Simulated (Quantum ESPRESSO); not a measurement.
**GaP (F-43m): a mode Grüneisen parameter, worked out**

By how much does an optical zone-centre mode of GaP (F-43m) shift under hydrostatic pressure?

Program: Quantum ESPRESSO 7.5. Level of theory: DFT PBE, scalar-relativistic, plane waves, PseudoDojo norm-conserving pseudopotentials. Results are calculated unless marked as measured.

**1. The relaxed structure**

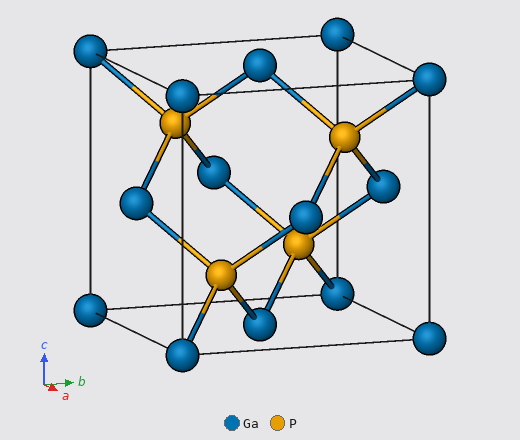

The cell as given, slightly off an axis (gallium blue, phosphorus orange). This picture shows the conventional cell, with its axes. Bonds to atoms that aren't drawn are left out. Some periodic images of atoms are drawn too.

As a file:

```cif
data_structure
_symmetry_space_group_name_H-M 'F-43m'
_symmetry_Int_Tables_number 216
_cell_length_a 5.5082
_cell_length_b 5.5082
_cell_length_c 5.5082
_cell_angle_alpha 90.000
_cell_angle_beta 90.000
_cell_angle_gamma 90.000
_cell_volume 167.12
loop_
_atom_site_label
_atom_site_type_symbol
_atom_site_symmetry_multiplicity
_atom_site_Wyckoff_symbol
_atom_site_fract_x
_atom_site_fract_y
_atom_site_fract_z
_atom_site_occupancy
Ga1 Ga 4 a 0.00000 0.00000 0.00000 1
P1 P 4 d 0.25000 0.25000 0.75000 1
```

This is the cell after its relaxation at this level of theory, not the database cell from which that began.

**2. Runs at several volumes**

The relaxed cell is scaled uniformly; in this structure symmetry fixes all atoms, so nothing has to be relaxed anew. Each volume gets a ground state and a response at Γ. The mode followed is the highest one without the macroscopic field, of symmetry T2; longitudinal polar modes lie higher. Cutoff 88 Ry, k mesh 8×8×8.

From the response at V/V₀ = 0.94:

The program printed:

```text
[banners, grids, parts of the stress and lines that vanish by symmetry left out]
Program PHONON v.7.5
     Reading xml data from directory:

[...]
Exchange-correlation= PBE
                           (   1   4   3   4   0   0   0)
[...]
kinetic-energy cut-off    =      88.0000  Ry
     charge density cut-off    =     352.0000  Ry
     convergence threshold     =      1.0E-18
[...]
Exchange-correlation= PBE
                           (   1   4   3   4   0   0   0)
[...]
q = (   0.0000000   0.0000000   0.0000000 )
     25 Sym.Ops. (with q -> -q+G )
     G cutoff =  463.4993  (  29603 G-vectors)     FFT grid: ( 45, 45, 45)
     number of k points=    29
[...]
Mode symmetry, T_d (-43m)  point group:
[...]
Dielectric constant
[...]
End of electric fields calculation
          Dielectric constant in cartesian axis
          (      10.946169155      -0.000000000      -0.000000000 )
          (      -0.000000000      10.946169155       0.000000000 )
          (      -0.000000000       0.000000000      10.946169155 )
          Effective charges (d Force / dE) in cartesian axis without acoustic sum rule applied (asr)
           atom    1  Ga    Mean Z*:        2.09486
      Ex  (        2.09486        0.00000       -0.00000 )
      Ey  (       -0.00000        2.09486       -0.00000 )
      Ez  (        0.00000        0.00000        2.09486 )
           atom    2  P     Mean Z*:       -2.19559
      Ex  (       -2.19559       -0.00000        0.00000 )
      Ey  (       -0.00000       -2.19559       -0.00000 )
      Ez  (       -0.00000       -0.00000       -2.19559 )
          Effective charges Sum: Mean:       -0.10073
[...]
Effective charges (d Force / dE) in cartesian axis with asr applied:
           atom    1  Ga    Mean Z*:        2.14523
[...]
atom    2  P     Mean Z*:       -2.14523
[...]
Representation #   1 modes #   1   2   3
[...]
End of self-consistent calculation
     Convergence has been achieved
     Representation #   2 modes #   4   5   6
[...]
End of self-consistent calculation
     Convergence has been achieved
[...]
Dielectric constant in cartesian axis
          (      10.946169155      -0.000000000      -0.000000000 )
          (      -0.000000000      10.946169155       0.000000000 )
          (      -0.000000000       0.000000000      10.946169155 )
          Effective charges (d Force / dE) in cartesian axis without acoustic sum rule applied (asr)
           atom    1  Ga    Mean Z*:        2.09486
      Ex  (        2.09486        0.00000       -0.00000 )
      Ey  (       -0.00000        2.09486       -0.00000 )
      Ez  (        0.00000        0.00000        2.09486 )
           atom    2  P     Mean Z*:       -2.19559
      Ex  (       -2.19559       -0.00000        0.00000 )
      Ey  (       -0.00000       -2.19559       -0.00000 )
      Ez  (       -0.00000       -0.00000       -2.19559 )
          Effective charges Sum: Mean:       -0.10073
[...]
Effective charges (d Force / dE) in cartesian axis with asr applied:
           atom    1  Ga    Mean Z*:        2.14523
[...]
atom    2  P     Mean Z*:       -2.14523
[...]
q = (    0.000000000   0.000000000   0.000000000 )
[...]
freq (    1) =       0.057124 [THz] =       1.905447 [cm-1]
     freq (    2) =       0.057124 [THz] =       1.905447 [cm-1]
     freq (    3) =       0.057124 [THz] =       1.905447 [cm-1]
     freq (    4) =      11.146564 [THz] =     371.809359 [cm-1]
     freq (    5) =      11.146564 [THz] =     371.809359 [cm-1]
     freq (    6) =      11.146564 [THz] =     371.809359 [cm-1]
[...]
Mode symmetry, T_d (-43m)  point group:
     freq (   1-   3) =          1.9  [cm-1]   --> T_2  G_15 P_4   I+R
     freq (   4-   6) =        371.8  [cm-1]   --> T_2  G_15 P_4   I+R

   JOB DONE.
```

One volume, V/V₀ = 0.97, is held back as a test.

```
V/V₀  volume (Å³/atom)  pressure (GPa)   ω (cm⁻¹)
0.94            19.636            5.46     371.81
0.97            20.263            2.51  held back
   1            20.890            0.00     344.90
1.03            21.516           -2.12     332.59
1.06            22.143           -3.91     320.93
```

**3. The fit**

The mode Grüneisen parameter is γ = −d ln ω / d ln V.

```
ln(V/V₀)    ln ω
 -0.0619  5.9184
  0.0000  5.8433
  0.0296  5.8069
  0.0583  5.7712
```

A straight line through these points has the slope -1.224, so γ = 1.22; at V/V₀ = 0.97 it predicts ω = exp(5.8429 + 0.0373) = 357.87 cm⁻¹.

A parabola of pressure against ln V through V/V₀ = 0.97, 1 and 1.03 gives the bulk modulus B = −dP/d ln V = 77 GPa at V₀. With ω₀ from the fitted line the pressure coefficient follows as dω/dP = γ ω₀ / B = 1.22 × 344.8 / 77 = 5.49 cm⁻¹/GPa.

**4. The run that was held back**

The program printed:

```text
[banners, grids, parts of the stress and lines that vanish by symmetry left out]
[banner, memory and clock lines left out]
Program PHONON v.7.5

[...]
Exchange-correlation= PBE
                           (   1   4   3   4   0   0   0)
[...]
kinetic-energy cut-off    =      88.0000  Ry
     charge density cut-off    =     352.0000  Ry
     convergence threshold     =      1.0E-18
[...]
Exchange-correlation= PBE
                           (   1   4   3   4   0   0   0)
[...]
q = (   0.0000000   0.0000000   0.0000000 )
     25 Sym.Ops. (with q -> -q+G )
     G cutoff =  473.3093  (  30467 G-vectors)     FFT grid: ( 45, 45, 45)
     number of k points=    29
[...]
Mode symmetry, T_d (-43m)  point group:
[...]
Dielectric constant
[...]
End of electric fields calculation
          Dielectric constant in cartesian axis
          (      11.279154589      -0.000000000       0.000000000 )
          (      -0.000000000      11.279154589       0.000000000 )
          (      -0.000000000       0.000000000      11.279154589 )
          Effective charges (d Force / dE) in cartesian axis without acoustic sum rule applied (asr)
           atom    1  Ga    Mean Z*:        2.14738
      Ex  (        2.14738       -0.00000       -0.00000 )
      Ey  (       -0.00000        2.14738        0.00000 )
      Ez  (       -0.00000        0.00000        2.14738 )
           atom    2  P     Mean Z*:       -2.25201
      Ex  (       -2.25201        0.00000        0.00000 )
      Ey  (        0.00000       -2.25201       -0.00000 )
      Ez  (        0.00000        0.00000       -2.25201 )
[...]
Representation #   1 modes #   1   2   3
[...]
End of self-consistent calculation
     Convergence has been achieved
     Representation #   2 modes #   4   5   6
[...]
End of self-consistent calculation
     Convergence has been achieved
[...]
Dielectric constant in cartesian axis
          (      11.279154589      -0.000000000       0.000000000 )
          (      -0.000000000      11.279154589       0.000000000 )
          (      -0.000000000       0.000000000      11.279154589 )
          Effective charges (d Force / dE) in cartesian axis without acoustic sum rule applied (asr)
           atom    1  Ga    Mean Z*:        2.14738
      Ex  (        2.14738       -0.00000       -0.00000 )
      Ey  (       -0.00000        2.14738        0.00000 )
      Ez  (       -0.00000        0.00000        2.14738 )
           atom    2  P     Mean Z*:       -2.25201
      Ex  (       -2.25201        0.00000        0.00000 )
      Ey  (        0.00000       -2.25201       -0.00000 )
      Ez  (        0.00000        0.00000       -2.25201 )
          Effective charges Sum: Mean:       -0.10464
[...]
Effective charges (d Force / dE) in cartesian axis with asr applied:
           atom    1  Ga    Mean Z*:        2.19970
[...]
atom    2  P     Mean Z*:       -2.19970
[...]
q = (    0.000000000   0.000000000   0.000000000 )
[...]
freq (    1) =      -0.072124 [THz] =      -2.405790 [cm-1]
     freq (    2) =      -0.072124 [THz] =      -2.405790 [cm-1]
     freq (    3) =      -0.072124 [THz] =      -2.405790 [cm-1]
     freq (    4) =      10.731006 [THz] =     357.947819 [cm-1]
     freq (    5) =      10.731006 [THz] =     357.947819 [cm-1]
     freq (    6) =      10.731006 [THz] =     357.947819 [cm-1]
[...]
Mode symmetry, T_d (-43m)  point group:
     freq (   1-   3) =         -2.4  [cm-1]   --> T_2  G_15 P_4   I+R
     freq (   4-   6) =        357.9  [cm-1]   --> T_2  G_15 P_4   I+R
```

It gives 357.95 cm⁻¹ against the predicted 357.87 cm⁻¹, a miss of 0.08 cm⁻¹.

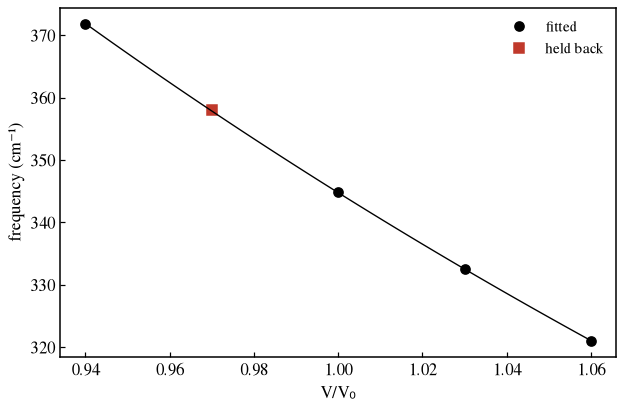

Frequency against volume, with the power-law fit.

**5. Outcome**

| Item | Value |
| --- | --- |
| mode Grüneisen parameter | 1.224 |
| bulk modulus | 76.9 GPa |
| pressure coefficient | 5.49 cm⁻¹/GPa |

**Reading.** The highest optical mode of GaP (F-43m) without the LO-TO term stiffens by 5.49 cm⁻¹ a GPa near the relaxed volume, with γ = 1.22. The power law meets all 5 runs within 0.04 %; between neighbouring volumes γ runs from 1.21 to 1.24. Such a coefficient turns a measured shift of this mode into a hydrostatic stress; uniaxial or biaxial stress splits the mode and needs deformation potentials. These are harmonic values at zero temperature for the structure held cubic, which a run at Γ can't show to be stable; the bulk modulus rests on three points.

[Host names and launcher messages were left out of these logs when they were recorded.]

[Logs are printed without paths, hosts, clocks, repeated set-up lines and the standing remarks that a program may print on its own settings, such as how far it seeks lower states.]

[Hosts, paths, dates, database ids (printed as entryN), source tags and the programs' standing remarks are cut or masked in the printed files.]
